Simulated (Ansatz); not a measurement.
# Single-point calculation, with input and output: TaN (part 3 of 3)

The same run, continued: TaN (P6₃/mmc, 8 atoms in the cell); DFT PBE+U, scalar-relativistic, plane waves, PAW, Ueff = 5 eV on Ta atom 1 d; Ueff = 5 eV on Ta atom 2 d; Ueff = 5 eV on Ta atom 5 d; Ueff = 5 eV on Ta atom 6 d, spin-polarised (Ansatz 0.2.0); cutoff 420 eV, 7×7×4 k-mesh, Gaussian smearing of 0.05 eV, collinear spins. The structure derives from an entry of the Crystallography Open Database. It belongs to a series of runs on one base structure; here: antiferromagnetic start, free.

Geometry of the input (Å; fractional positions):
```
3.0480  0.0000  0.0000
-3.0480  5.2793  0.0000
0.0000  0.0000  4.9180
Ta 0.0000  0.0000  0.0000
Ta 0.0000  0.0000  0.5000
N  0.3333  0.3333  0.2500
N  0.6667  0.1667  0.7500
Ta -0.0000  0.5000  0.0000
Ta -0.0000  0.5000  0.5000
N  0.3333  0.8333  0.2500
N  0.6667  0.6667  0.7500
```

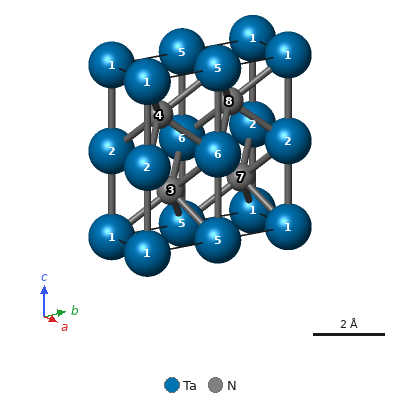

**Figure 1.** The structure (ball-and-stick view of the cell of the calculation, seen slightly off an axis; atoms are numbered from 1 in the order of the input).

### Output, continued
```
  k-point 59 ↓: bands = ["-45.9268", "-45.9182", "-45.7308", "-45.7252", "-13.0918", "-13.0596", "-12.8801", "-12.8247", "-12.7947", "-12.7458", "-12.7358", "-12.6944", "-12.6034", "-12.5908", "-12.5024", "-12.3506", "6.5946", "6.6058", "6.7688", "6.7698", "14.7935", "14.8405", "14.9888", "14.9953", "16.0502", "16.1501", "16.1549", "16.1725", "17.3991", "17.4289", "18.0820", "18.1234", "21.8399", "22.1091", "22.5732", "22.6062", "23.6302", "23.8696", "24.1324", "24.4042", "25.7299", "25.7571", "26.8331", "27.0814", "28.3336", "28.6202", "28.6370", "28.6525"]
Occupation matrices written to [file]
--- Löwdin populations: 8 sites ---
  site symbol       q [e]    m [muB]
     0     Ta     12.1750     0.5710
     1     Ta     12.1750    -0.5710
     2      N      5.7510     0.0000
     3      N      5.7510     0.0000
     4     Ta     12.1750     0.5710
     5     Ta     12.1750    -0.5710
     6      N      5.7510     0.0000
     7      N      5.7510     0.0000
  spilling = 0.004111 (of n_electrons = 72.000000)
--- Occupation matrices: 4 shells (run DFT+U table (all-electron-ortho-atomic); ε = 4.93e-3) ---
  Ta0 d_5D: site group D3d (-3m); on the run's cell C2h (2/m)
  Ta0 d_5D up     Tr n = 2.1802  λ = 0.300 0.301 0.485 0.514 0.580  [2× yz 0.28 Eg(1.00)/Ag(0.50) | xy 0.50 Eg(1.00)/Bg(1.00) | z2 0.96 A1g(0.96)/Ag(1.00) | x2-y2 0.53 Eg(0.96)/Ag(1.00)]
  Ta0 d_5D dn     Tr n = 1.6121  λ = 0.215 0.233 0.310 0.311 0.544  [x2-y2 0.68 Eg(1.00)/Ag(1.00) | xy 0.75 Eg(1.00)/Bg(1.00) | 2× xz 0.37 Eg(1.00)/Ag(0.50) | z2 1.00 A1g(1.00)/Ag(1.00)]
  specified occupation → Ta0 d_5D up: matrix, ‖Δ‖_F = 0.8895, Tr Δ = -0.1802, displaced = 0.9665, d_λ = 0.8568; orbital distance = 1.4143
  specified occupation → Ta0 d_5D dn: matrix, ‖Δ‖_F = 0.7253, Tr Δ = -1.5121, displaced = 0.7560, d_λ = 0.7253; orbital distance = 0.0000
  Ta1 d_5D: site group D3d (-3m); on the run's cell C2h (2/m)
  Ta1 d_5D up     Tr n = 1.6121  λ = 0.215 0.233 0.310 0.311 0.544  [x2-y2 0.68 Eg(1.00)/Ag(1.00) | xy 0.75 Eg(1.00)/Bg(1.00) | 2× xz 0.37 Eg(1.00)/Ag(0.50) | z2 1.00 A1g(1.00)/Ag(1.00)]
  Ta1 d_5D dn     Tr n = 2.1802  λ = 0.300 0.301 0.485 0.514 0.580  [2× yz 0.28 Eg(1.00)/Ag(0.50) | xy 0.50 Eg(1.00)/Bg(1.00) | z2 0.96 A1g(0.96)/Ag(1.00) | x2-y2 0.53 Eg(0.96)/Ag(1.00)]
  specified occupation → Ta1 d_5D up: matrix, ‖Δ‖_F = 0.7253, Tr Δ = -1.5121, displaced = 0.7560, d_λ = 0.7253; orbital distance = 0.0000
  specified occupation → Ta1 d_5D dn: matrix, ‖Δ‖_F = 0.8895, Tr Δ = -0.1802, displaced = 0.9665, d_λ = 0.8568; orbital distance = 1.4143
  Ta4 d_5D: site group D3d (-3m); on the run's cell C2h (2/m)
  Ta4 d_5D up     Tr n = 2.1802  λ = 0.300 0.301 0.485 0.514 0.580  [2× yz 0.28 Eg(1.00)/Ag(0.50) | xy 0.50 Eg(1.00)/Bg(1.00) | z2 0.96 A1g(0.96)/Ag(1.00) | x2-y2 0.53 Eg(0.96)/Ag(1.00)]
  Ta4 d_5D dn     Tr n = 1.6121  λ = 0.215 0.233 0.310 0.311 0.544  [x2-y2 0.68 Eg(1.00)/Ag(1.00) | xy 0.75 Eg(1.00)/Bg(1.00) | 2× xz 0.37 Eg(1.00)/Ag(0.50) | z2 1.00 A1g(1.00)/Ag(1.00)]
  specified occupation → Ta4 d_5D up: matrix, ‖Δ‖_F = 0.8895, Tr Δ = -0.1802, displaced = 0.9665, d_λ = 0.8568; orbital distance = 1.4143
  specified occupation → Ta4 d_5D dn: matrix, ‖Δ‖_F = 0.7253, Tr Δ = -1.5121, displaced = 0.7560, d_λ = 0.7253; orbital distance = 0.0000
  Ta5 d_5D: site group D3d (-3m); on the run's cell C2h (2/m)
  Ta5 d_5D up     Tr n = 1.6121  λ = 0.215 0.233 0.310 0.311 0.544  [x2-y2 0.68 Eg(1.00)/Ag(1.00) | xy 0.75 Eg(1.00)/Bg(1.00) | 2× xz 0.37 Eg(1.00)/Ag(0.50) | z2 1.00 A1g(1.00)/Ag(1.00)]
  Ta5 d_5D dn     Tr n = 2.1802  λ = 0.300 0.301 0.485 0.514 0.580  [2× yz 0.28 Eg(1.00)/Ag(0.50) | xy 0.50 Eg(1.00)/Bg(1.00) | z2 0.96 A1g(0.96)/Ag(1.00) | x2-y2 0.53 Eg(0.96)/Ag(1.00)]
  specified occupation → Ta5 d_5D up: matrix, ‖Δ‖_F = 0.7253, Tr Δ = -1.5121, displaced = 0.7560, d_λ = 0.7253; orbital distance = 0.0000
  specified occupation → Ta5 d_5D dn: matrix, ‖Δ‖_F = 0.8895, Tr Δ = -0.1802, displaced = 0.9665, d_λ = 0.8568; orbital distance = 1.4143
  Tr n, λ and their labels are of the run-group-symmetrised matrices; stabiliser: 16 of 32 elements of G0×{1,Θ} (closed), max defect 2.8e-7 at τ = 1.0e-3
```

### Results in brief

| quantity | value |
| --- | --- |
| outcome | converged |
| space group (tolerance 0.01 Å) | P6₃/mmc (194) |
| electrons treated | 72 |
| free energy | −41243.8729 eV |
| Fermi energy | 23.278 eV |
| gap on the k-point mesh | none (metallic) |
| net moment of the cell | 0.00 μB |
| integrated absolute moment | 2.30 μB |
| pressure | 69.53 GPa |
| largest force (length of the vector) | 0.065 eV/Å |
| hardware | 4 threads of Arm Neoverse N1, 98 GiB of memory available, shared host |
| wall time | 63 s (CPU time 4.1 min) |
| peak memory | 0.77 GiB |

Warnings of the run: the typed occupations were not kept. Spin–orbit coupling is left out, which matters for Ta.
